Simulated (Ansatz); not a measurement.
Geometry relaxation of Sn₉O₁₆ (part 3 of 3)

Sn₉O₁₆ (defect cell, 25 atoms in the cell); DFT PBE, scalar-relativistic, plane waves, PAW, no spin polarisation (Ansatz 0.2.0); cutoff 420 eV, 3×3×3 k-mesh, Gaussian smearing of 0.01 eV. The structure derives from a Materials Project entry. It belongs to a series of runs on one base structure; here: Sn interstitial, charge +0, atoms relaxed at the host's cell.

### Output, continued
```
  k-point 13: bands = ["-10.9346", "-10.8773", "-10.8421", "-10.7498", "-10.6602", "-10.6284", "-10.4863", "-10.4324", "-10.2875", "-10.2255", "-10.2106", "-10.1487", "-10.1048", "-10.0975", "-10.0738", "-10.0596", "-10.0374", "-10.0171", "-10.0093", "-9.9964", "-9.9809", "-9.9706", "-9.9419", "-9.9100", "-9.9013", "-9.8751", "-9.8731", "-9.8630", "-9.8487", "-9.8395", "-9.8280", "-9.8160", "-9.8108", "-9.8042", "-9.7976", "-9.7652", "-9.7047", "-9.6766", "-9.5973", "-9.5884", "-9.5250", "-9.4146", "-9.3070", "-9.2079", "-9.1863", "-8.2171", "-7.8604", "-7.7184", "-7.5606", "-7.3139", "-7.1845", "-7.0473", "-6.8981", "-6.1441", "-6.0996", "-5.9615", "-5.7785", "-5.6393", "-5.5174", "-5.4471", "-5.3756", "2.4084", "2.5360", "2.9051", "3.0934", "3.6638", "3.9069", "4.0502", "4.2239", "4.6331", "4.9404", "5.1277", "5.1932", "5.6547", "5.7248", "5.8392", "5.9523", "6.1411", "6.2708", "6.3383", "6.6401", "6.9398", "7.0899", "7.2438", "7.4106", "7.4564", "7.6693", "7.8938", "7.9549", "8.0710", "8.1660", "8.3312", "8.4665", "8.5681", "8.6087", "8.6515", "8.7430", "8.8447", "8.8954", "8.9068", "9.0085", "9.1203", "9.1508", "9.2229", "9.3454", "9.4578", "9.5309", "9.6376", "9.7086", "11.1488", "11.9106", "13.3921", "13.9479", "14.3003", "14.7496", "15.0472", "15.2042", "15.7869", "15.9232", "16.1194", "16.7973", "17.3439", "17.4878", "17.6835", "18.0227", "18.3992", "18.6200", "18.7642", "18.8470", "19.0953", "19.5165", "19.6205", "19.8928", "20.0610", "20.2496", "20.4885"]
--- Relaxed structure (16 steps of the walk, 15 accepted, 0 SCFs on fresh bases) ---
  F+E_penalty+E_count = -63289.72895696 eV   max|allowed force component| = 8.950e-3 eV/Å
  atoms:
    - { symbol: Sn, position: [0.1253265478033503, 0.6431388437315505, 0.2506234569843137] }
    - { symbol: Sn, position: [0.3786289319089662, 0.8770275916706719, 0.7456958911972456] }
    - { symbol: Sn, position: [0.50719243831995, 0.12060112361739991, 0.2506222684136744] }
    - { symbol: Sn, position: [0.8835641769684294, 0.38199628100247274, 0.7555538011765599] }
    - { symbol: Sn, position: [-0.005288088678154468, 0.04057909973139459, -0.02377985950284001] }
    - { symbol: Sn, position: [0.2691063852886121, 0.3149396712246555, 0.5250144202854589] }
    - { symbol: Sn, position: [0.49344736277532775, 0.45085412264323765, -0.0023999237737408158] }
    - { symbol: Sn, position: [0.7464683331287398, 0.7038993009893705, 0.5036380836653924] }
    - { symbol: O, position: [0.12551470250364197, 0.33975164748728104, 0.2506299886515962] }
    - { symbol: O, position: [0.38437850858082634, 0.6015368848884671, 0.7954402799698921] }
    - { symbol: O, position: [0.5978468643052316, 0.7579027064556926, 0.25061578668086826] }
    - { symbol: O, position: [0.8396243767664402, 0.056741671176296415, 0.7057896408630002] }
    - { symbol: O, position: [0.22522929656243093, 0.9913723047458872, 0.25062298809473466] }
    - { symbol: O, position: [0.3871237172007951, 0.17203466644231766, 0.7240153968556936] }
    - { symbol: O, position: [0.6342256568366165, 0.3981305495313053, 0.250627502133968] }
    - { symbol: O, position: [0.9137530043834159, 0.6986583634713113, 0.7772159263920985] }
    - { symbol: O, position: [0.19129920756649657, 0.48247847593421944, 0.002212124413093081] }
    - { symbol: O, position: [0.4397160240888935, 0.730920686580926, 0.49904349474836723] }
    - { symbol: O, position: [0.7045166002719495, -0.006311129349198674, -0.0227553374816299] }
    - { symbol: O, position: [0.9778776383252772, 0.2670729703050781, 0.5239787179010499] }
    - { symbol: O, position: [0.7988035297945442, 0.474420461650407, -0.0082273749030262] }
    - { symbol: O, position: [0.05764973537052656, 0.7332708030915007, 0.5094630906297186] }
    - { symbol: O, position: [0.2802764880924947, 0.061112693207147586, -0.041279526221397626] }
    - { symbol: O, position: [0.5721737589950815, 0.35300097350629533, 0.5425236020488104] }
    - { symbol: Sn, position: [0.8446112259401168, -0.060798600535687364, 0.2506431103770991] }
```

### Trajectory as extended XYZ (Å, eV, eV/Å), 4 of the 16 frames kept, from step=1 to step=16
```
25
Lattice="-4.8272 -4.8272 0.0000 4.8272 -4.8272 0.0000 0.0000 4.8272 6.4763" Properties=species:S:1:pos:R:3:forces:R:3 step=1 energy=-63272.37458
Sn    2.4136   -2.4136    1.6191   -2.2400   0.9397  -0.0485
Sn    2.4136   -2.4136    4.8572    0.4038   0.4646  -0.7425
Sn   -2.3110   -2.4402    1.6640   27.4452  12.4781  -1.7542
Sn   -2.4136   -2.4136    4.8572    0.4633   0.3666   1.1741
Sn    0.0000    0.0000    0.0000   -2.2561  -6.3394  -6.6989
Sn    0.0000    0.0000    3.2382   -2.5434  -7.8458   8.0796
Sn    0.0000   -4.8272    0.0000   -0.1216   0.7575  -0.8132
Sn    0.0000   -4.8272    3.2382   -0.1429   0.8252   0.7972
O     0.9337   -0.9337    1.6191    0.2373   0.1210  -0.0956
O     0.9337   -0.9337    4.8572    0.1677  -0.2970   0.1225
O     0.9337   -5.7609    1.6191   -0.4197   0.6266  -0.0030
O    -3.8935   -0.9337    4.8572    0.2167  -0.3314  -0.1838
O     3.9470   -3.8945    1.6546  -10.5804  -2.7235  -0.7579
O    -0.9337    0.9337    4.8572   -0.2159   0.2579   0.2245
O    -0.9337   -3.8935    1.6191    0.6000  -0.4936  -0.0675
O    -0.9337   -3.8935    4.8572   -0.1829   0.2568  -0.1215
O     1.4799   -3.3473    0.0000    0.0065  -0.2610   0.0898
O     1.4799   -3.3473    3.2382   -0.0078  -0.2445  -0.1016
O    -3.3178   -3.3677    0.0919    2.8693  -1.5597  -8.1684
O    -3.2047   -3.4648    3.1039    5.3194  -3.2312  12.0650
O    -1.4799   -6.3071    0.0000    0.4811   0.0162   0.2029
O     3.3473   -1.4799    3.2382    0.5189   0.0063  -0.2161
O    -1.4799   -1.4799    0.0000    0.0948   0.1675   0.3571
O    -1.4799   -1.4799    3.2382    0.3201   0.4159   0.1044
Sn   -4.1354   -3.1742    1.6815  -20.4355   5.6250  -3.4460
25
Lattice="-4.8272 -4.8272 0.0000 4.8272 -4.8272 0.0000 0.0000 4.8272 6.4763" Properties=species:S:1:pos:R:3:forces:R:3 step=6 energy=-63288.95572
Sn    2.2941   -2.5480    1.6029    0.1129  -0.1595   0.0714
Sn    2.3896   -2.5111    4.8276   -0.1236   0.1047   0.1301
Sn   -1.7761   -2.0055    1.6035   -0.2582   0.5777  -0.0078
Sn   -2.3904   -2.4477    4.9323    0.1354   0.2823  -0.0714
Sn    0.1350   -0.1706   -0.1765   -0.2198  -0.2225   0.0595
Sn    0.2069   -0.1967    3.4297   -0.0890  -0.2051  -0.2180
Sn   -0.1284   -4.7103   -0.0125   -0.0535  -0.0233   0.0841
Sn   -0.1606   -4.6966    3.2443   -0.0649   0.0424  -0.0028
O     0.9124   -0.9971    1.5989   -0.2191  -0.0167   0.2422
O     1.0618   -0.9501    5.1095   -0.0513   0.0501  -0.0305
O     0.9364   -5.3248    1.6106   -0.0608   0.3817   0.0837
O    -3.7577   -0.8972    4.6248    0.0636  -0.1016   0.0208
O     3.7233   -4.2164    1.4587   -0.4926  -0.5117   0.4260
O    -1.0560    0.7872    4.7797    0.1171  -0.1259  -0.0594
O    -1.1089   -3.9211    1.6056   -0.0560  -0.1472  -0.0305
O    -1.0167   -3.9920    4.9317   -0.0443  -0.1034  -0.1458
O     1.2753   -3.1945   -0.0507    0.1416   0.1097   0.3220
O     1.2923   -3.2129    3.2650    0.1138   0.0442  -0.2484
O    -3.4869   -3.4429   -0.1447    0.6128   0.4114   0.0099
O    -3.2655   -3.5665    3.5199   -0.1941  -0.0271  -0.4541
O    -1.3983   -6.4022    0.0812   -0.2545  -0.0176   0.0303
O     3.3808   -1.5735    3.1876   -0.2127  -0.0112   0.0250
O    -1.1632   -1.6840   -0.3269    0.2491  -0.2395  -0.0171
O    -1.1669   -1.6369    3.5343    0.3092  -0.1364  -0.0144
Sn   -4.3670   -2.5818    1.7696    0.5408   0.0453  -0.2046
25
Lattice="-4.8272 -4.8272 0.0000 4.8272 -4.8272 0.0000 0.0000 4.8272 6.4763" Properties=species:S:1:pos:R:3:forces:R:3 step=11 energy=-63289.70052
Sn    2.4941   -2.4756    1.6242   -0.0571  -0.1368  -0.0556
Sn    2.3952   -2.4740    4.8367   -0.0027   0.0612   0.0268
Sn   -1.8606   -1.8293    1.6243    0.0360   0.0581  -0.1480
Sn   -2.4096   -2.4623    4.8978   -0.0502   0.0453   0.0642
Sn    0.2153   -0.2746   -0.1593   -0.1101  -0.2444   0.0697
Sn    0.2271   -0.2736    3.4009   -0.0707  -0.2577  -0.0987
Sn   -0.1955   -4.5778   -0.0164    0.0305   0.0986  -0.0550
Sn   -0.2035   -4.5765    3.2570   -0.0344   0.0287   0.0726
O     1.0105   -1.0475    1.6135    0.1483  -0.0294   0.1612
O     1.0399   -0.9265    5.1530    0.0050  -0.0305  -0.0045
O     0.7854   -5.3330    1.6198   -0.0284  -0.0662   0.0443
O    -3.7799   -0.9284    4.5745   -0.0230   0.0333  -0.0984
O     3.7094   -4.6802    1.5730   -0.1300   0.2552   0.3039
O    -1.0345    0.7983    4.6912    0.0003   0.0192  -0.0647
O    -1.1316   -3.7755    1.6167   -0.0026  -0.0232   0.0318
O    -1.0242   -4.0229    5.0304   -0.0402   0.0417  -0.1207
O     1.4150   -3.2505    0.0125    0.0302   0.0496   0.0197
O     1.4116   -3.2547    3.2256    0.0221   0.0216   0.0907
O    -3.4524   -3.4745   -0.1255    0.1709   0.1773  -0.0592
O    -3.3956   -3.4988    3.4047   -0.0933   0.0488  -0.0985
O    -1.5825   -6.1654   -0.0529    0.0595  -0.0551   0.0593
O     3.2285   -1.3438    3.3065    0.1129   0.0609  -0.0049
O    -1.0625   -1.8404   -0.2764   -0.1146  -0.1402   0.0056
O    -1.0560   -1.8369    3.5152    0.0285   0.0593  -0.0521
Sn   -4.3780   -2.5687    1.6594    0.1134  -0.0756  -0.0894
25
Lattice="-4.8272 -4.8272 0.0000 4.8272 -4.8272 0.0000 0.0000 4.8272 6.4763" Properties=species:S:1:pos:R:3:forces:R:3 step=16 energy=-63289.72896
Sn    2.4996   -2.4997    1.6231   -0.0013   0.0058   0.0002
Sn    2.4059   -2.4617    4.8294    0.0022  -0.0003   0.0003
Sn   -1.8661   -1.8207    1.6231    0.0048  -0.0031  -0.0003
Sn   -2.4212   -2.4619    4.8932    0.0008   0.0001  -0.0007
Sn    0.2214   -0.2851   -0.1540    0.0012  -0.0001   0.0025
Sn    0.2212   -0.2850    3.4002    0.0010  -0.0014  -0.0018
Sn   -0.2056   -4.5699   -0.0155   -0.0022  -0.0003   0.0026
Sn   -0.2055   -4.5700    3.2617   -0.0025   0.0004  -0.0024
O     1.0342   -1.0361    1.6232   -0.0002   0.0014  -0.0005
O     1.0483   -0.9195    5.1515    0.0005  -0.0021   0.0003
O     0.7726   -5.3347    1.6231   -0.0020   0.0066  -0.0004
O    -3.7791   -0.9199    4.5709    0.0015  -0.0007  -0.0002
O     3.6983   -4.6630    1.6231   -0.0038   0.0003  -0.0003
O    -1.0383    0.7958    4.6889   -0.0021   0.0004   0.0001
O    -1.1397   -3.7736    1.6231    0.0020  -0.0004  -0.0001
O    -1.0383   -4.0316    5.0335   -0.0016   0.0009   0.0006
O     1.4056   -3.2418    0.0143    0.0010   0.0002   0.0010
O     1.4057   -3.2419    3.2320    0.0000   0.0001  -0.0015
O    -3.4313   -3.4802   -0.1474   -0.0012   0.0000  -0.0001
O    -3.4312   -3.4803    3.3934   -0.0005   0.0003   0.0012
O    -1.5659   -6.1858   -0.0533   -0.0003  -0.0005   0.0001
O     3.2614   -1.3586    3.2994   -0.0004  -0.0005  -0.0001
O    -1.0579   -1.8472   -0.2673    0.0014   0.0011  -0.0006
O    -1.0580   -1.8471    3.5135    0.0022   0.0009   0.0015
Sn   -4.3706   -2.5737    1.6232   -0.0005  -0.0089  -0.0015
```

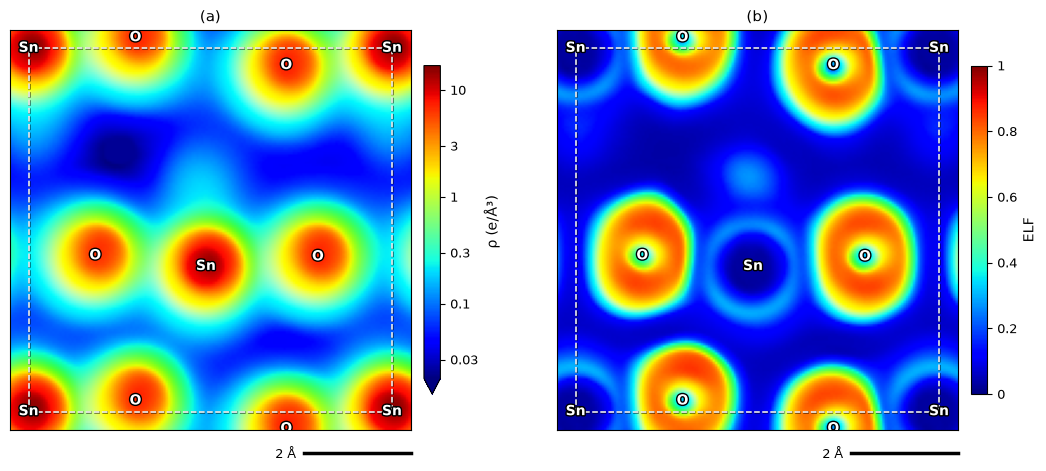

(a) valence electron density; (b) ELF on the (001) plane of the calculation cell. Sn–O (2.02 Å): ρ at the midpoint is about 0.72 e/Å³; the ELF is about 0.25 at the midpoint. Sn–O (2.09 Å): the density is about 0.62 e/Å³ at the midpoint; the ELF is about 0.25 at the midpoint. Away from the nuclei the density in this plane falls to 0.02 e/Å³ at its lowest. In a PAW calculation such maps are meaningful between the atoms, not at the nuclei.
